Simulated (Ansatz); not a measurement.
# A series of single points on SiO₂

System: SiO₂ (Pnnm, 6 atoms in the cell).
Method: DFT PBE, scalar-relativistic, plane waves, PAW, PAW set soft_1, no spin polarisation (Ansatz 0.2.0).

The 8 runs differ only in the geometry, by a shift of atoms along one path in a fixed cell. The shift s is measured from run 5: O4 moves along the Cartesian direction (−0.68, −0.73, 0.00), and O3, O5 and O6 with it in fixed proportion. The structure derives from a Materials Project entry.

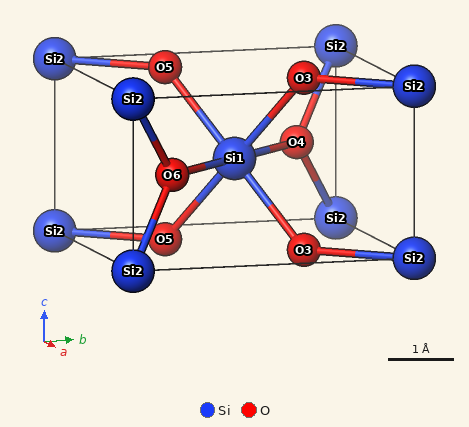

Figure 1. The structure of run 5 (ball-and-stick view of the cell of the calculation, seen slightly off an axis; atoms are numbered from 1 in the order of the input). An atom can appear more than once, as a periodic image.

## Input of run 5
```yaml
crystal:
  lattice:
    - [4.2358788266, 0.0, 0.0]
    - [0.0, 4.5323903445, 0.0]
    - [0.0, 0.0, 2.6897743046]
  atoms:
    - { symbol: Si, position: [0.5, 0.5, 0.5] }
    - { symbol: Si, position: [0.0, 0.0, 0.0] }
    - { symbol: O, position: [0.6930127927, 0.6930127927, 0.0] }
    - { symbol: O, position: [0.1930127927, 0.8069872073, 0.5] }
    - { symbol: O, position: [0.3069872073, 0.3069872073, 0.0] }
    - { symbol: O, position: [0.8069872073, 0.1930127927, 0.5] }
basis:
  ecutwfc: 520.0
kpoints:
  mp_grid: { grid: [6, 6, 8] }
hamiltonian:
  xc: pbe
  pseudopotentials: { kind: paw, azcp: { folder: soft_1 } }
scf:
  occupations: { method: gaussian, width: 0.05 }
output:
  forces: true
  stress: true
  eigenvalues: true
```

Command:
```bash
ansatz run input.yaml --threads 2 --pin off --max-ram 4096MiB --backend cpu --events-out ev --progress --plain --runs-dir out
```

Run 6 differs from it as follows:
```diff
-    - { symbol: O, position: [0.6930127927, 0.6930127927, 0.0] }
-    - { symbol: O, position: [0.1930127927, 0.8069872073, 0.5] }
-    - { symbol: O, position: [0.3069872073, 0.3069872073, 0.0] }
-    - { symbol: O, position: [0.8069872073, 0.1930127927, 0.5] }
+    - { symbol: O, position: [0.6836979468, 0.7023276386, 0.0] }
+    - { symbol: O, position: [0.1836979468, 0.7976723614, 0.5] }
+    - { symbol: O, position: [0.3163020532, 0.2976723614, 0.0] }
+    - { symbol: O, position: [0.8163020532, 0.2023276386, 0.5] }
```

## Results, with one run withheld

| run | shift s of O4 (Å) | free energy per atom, from the lowest run given (meV) | pressure (GPa) | gap on the mesh (eV) | force along the path (eV/Å) |
| --- | --- | --- | --- | --- | --- |
| 1 | −0.2889 | 75.21 | −19.14 | 4.36 | 4.843 |
| 2 | −0.2311 | 36.75 | −18.12 | 4.47 | 3.203 |
| 3 | −0.1734 | 12.54 | −17.15 | 4.39 | 1.870 |
| 4 | −0.1156 | 0.00 | −16.38 | 4.26 | 0.766 |
| 5 | 0.0000 | 3.19 | −15.79 | 3.99 | −1.037 |
| 6 | 0.0578 | ? | ? | ? | ? |
| 7 | 0.1734 | 70.38 | −17.59 | 3.79 | −3.719 |
| 8 | 0.2889 | 164.45 | −19.91 | 3.61 | −6.189 |

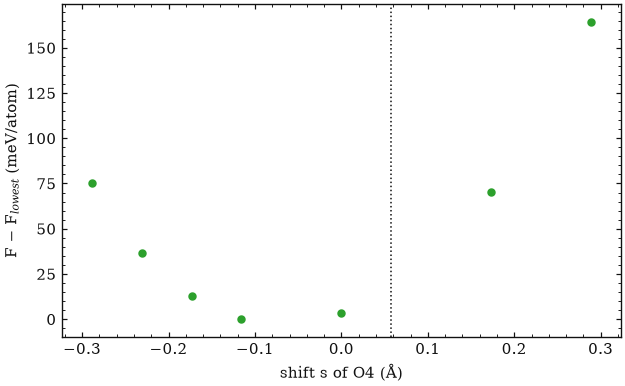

Figure 2. Free energy per atom of the runs given; the dotted line marks run 6.

Fit the runs given and predict run 6.

A cubic polynomial in the coordinate, fitted to the 7 runs given, misses them by at most 2.47 meV per atom. With x = s + 0.0495, it reads F = −4.5524 + 35.227 x + 1451.6 x² − 257.15 x³ (meV per atom). At run 6 it gives 15.62 meV per atom, and the run itself gives 17.19. The slope of the fit gives a force −dF/ds of −2.027 eV/Å along the path (summed over the atoms that move), and the printed forces give −1.871 eV/Å. The fit has its minimum at s = −0.0616 Å. The fit misses that run by 1.57 meV per atom. The gap on the mesh lies between 3.61 eV (run 8) and 4.47 eV (run 2); run 6 has 3.89 eV. These are gaps of this functional on this mesh, which can miss the band edges; they aren't the measured gap.

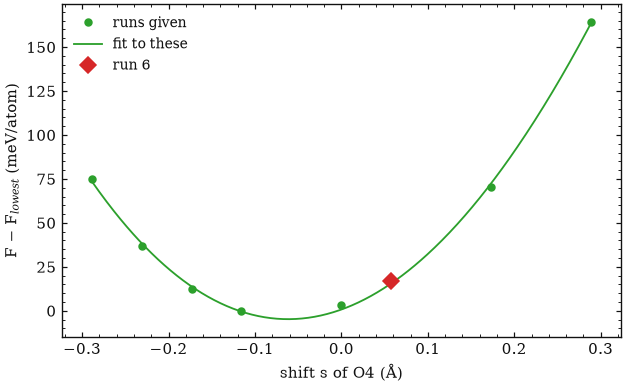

Figure 3. The fit and the withheld run.

## Output, shortened to warnings, some set-up lines, iterations and results (run 6)
```
Basis set: ecut = 520 eV, 1385 PW (Γ), exchange–correlation on 64×72×48 points (8 copies of the dense FFT grid, shifted against one another)
Symmetry: 8 space group operations
k-points: 80 of 288
Initial density: superposition of atomic densities (chi_scale 0.1, normalization cell, long waves kept (reshape's long-wave potential 0.00 eV rms))
[...]
SCF iter   1: F=—  HF=-3548.612384 eV  |F-HF|=—  |Δ(HF+E_count)|=         —  Δρ=1.32e-1  dr2=7.66e0  ethr=3.10e-3  ⟨swp⟩=6.1  Hψ=9517  notcnv=0  defer=1
SCF iter   2: F=—  HF=-3546.833336 eV  |F-HF|=—  |Δ(HF+E_count)|=    1.78e0  Δρ=6.77e-2  dr2=9.60e-1  ethr=3.10e-3  ⟨swp⟩=3.1  Hψ=4438  notcnv=0  defer=148
SCF iter   3: F=—  HF=-3546.617943 eV  |F-HF|=—  |Δ(HF+E_count)|=   2.15e-1  Δρ=2.34e-2  dr2=9.78e-2  ethr=3.00e-3  ⟨swp⟩=2.4  Hψ=3465  notcnv=0  defer=148
SCF iter   4: F=—  HF=-3546.648493 eV  |F-HF|=—  |Δ(HF+E_count)|=   3.05e-2  Δρ=1.10e-3  dr2=2.67e-4  ethr=3.06e-4  ⟨swp⟩=2.8  Hψ=2581  notcnv=0  defer=148
SCF iter   5: F=—  HF=-3546.648835 eV  |F-HF|=—  |Δ(HF+E_count)|=   3.42e-4  Δρ=1.89e-4  dr2=5.59e-6  ethr=8.34e-7  ⟨swp⟩=2.1  Hψ=2857  notcnv=0  defer=68
SCF iter   6: F=—  HF=-3546.648767 eV  |F-HF|=—  |Δ(HF+E_count)|=   6.86e-5  Δρ=2.27e-5  dr2=1.26e-7  ethr=1.75e-8  ⟨swp⟩=2.0  Hψ=2852  notcnv=0  defer=68
SCF iter   7: F=-3546.648767 eV  HF=-3546.648767 eV  |F-HF|=2.32e-9  |Δ(HF+E_count)|=   1.63e-7  Δρ=3.40e-6  dr2=2.15e-9  ethr=3.13e-10  ⟨swp⟩=10.0  Hψ=8561  notcnv=0
SCF 1 converged in 7 iterations: F = -3546.648767 eV  dr2 = 2.15e-9
SCF converged after 7 iterations
Free energy (F): -3546.648767 eV
Harris-Foulkes:  -3546.648767 eV  (|F-HF|=2.32e-9)
Internal energy: -3546.648767 eV  (E = F + TS)
E sigma→0 (E₀):  -3546.648767 eV
Fermi energy:    10.890056 eV
--- Per-component energies (eV) ---
  E_band       = 27.570989
  E_kinetic    = 773.401951
  E_local      = -1276.843167  (includes V_loc(G=0)·N_el)
  E_nonlocal   = 247.418322
  E_hartree    = 464.068613
  E_xc         = -401.701832
  E_vxc        = -465.135149  (∫ρ·V_xc dr)
  E_paw        = -1675.997240  (= ΣΔE_a)
  E_vpaw       = -179.408784  (= ΣTr[D̂ρ^β])
  E_aug_tail   = 0.000891  (compensation charges beyond the density's cutoff)
  E_ewald      = -1676.996304
  E_smearing   = -0.000000  (= −TS)
  E_closure    = -0.000000  (closes the sum)
  Σ components = -3546.648767   (vs F -3546.648767, Δ=0.00e0)
--- Forces (eV/Å), atoms counted from 1 ---
  atom   1  Si     0.00000000     0.00000000     0.00000000
  atom   2  Si     0.00000000     0.00000000     0.00000000
  atom   3  O     -0.33546427    -0.95371745     0.00000000
  atom   4  O     -0.33546427     0.95371745     0.00000000
  atom   5  O      0.33546427     0.95371745     0.00000000
  atom   6  O      0.33546427    -0.95371745     0.00000000
  max |Σ_I F_I| component: 2.22e-16 eV/Å
--- Stress (GPa, compression-positive) ---
       -6.190636       0.000000       0.000000
        0.000000     -32.742029       0.000000
        0.000000       0.000000      -9.225864
  P = ⅓ Tr σ = -16.0528 GPa (-160.528 kbar)
```
